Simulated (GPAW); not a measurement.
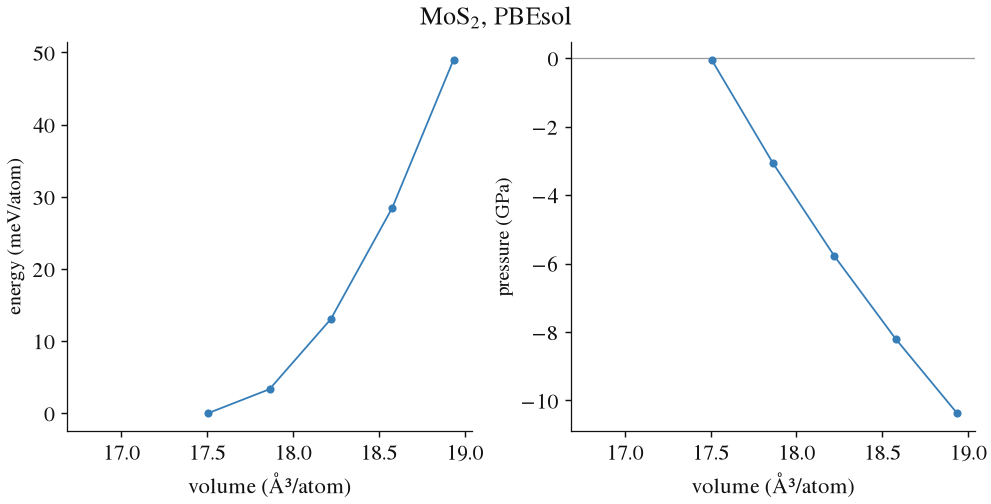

The figure shows the energy and pressure against volume for MoS₂, space group P6_3/mmc (No. 194).

Starting cell:
```
CELL_PARAMETERS angstrom
3.16900 0.00000 0.00000
-1.58450 2.74443 0.00000
0.00000 0.00000 12.32400
ATOMIC_POSITIONS crystal
Mo 0.66667 0.33333 0.75000
Mo 0.33333 0.66667 0.25000
S 0.66667 0.33333 0.37700
S 0.33333 0.66667 0.87700
S 0.66667 0.33333 0.12300
S 0.33333 0.66667 0.62300
```

Calculation (GPAW 26.7.0): PAW DFT in plane waves, on a grid or in atomic orbitals, no spin polarisation; energies at scaled volumes of the given cell, shape and fractions fixed, counted from the fit's minimum, third-order Birch-Murnaghan fit. Level: PBEsol.

- k mesh: 10×10×3
- occupations: Fermi–Dirac
- smearing width: 0.05 eV
- potentials: PAW data sets made by gpaw setup for the functional
- wave cutoff: 600 eV
- program settings: basis pw

The points at volume 16.79 Å³/atom and 17.15 Å³/atom are left out of the plot. What values does the calculation give there?

```tsv
volume (Å³/atom)	energy (meV/atom)	pressure (GPa)
16.79	15.55	7.08
17.15	3.80	3.32
```

Keep in mind: shape and atomic fractions are frozen while scaling, which makes layered, chain and framework solids too stiff.
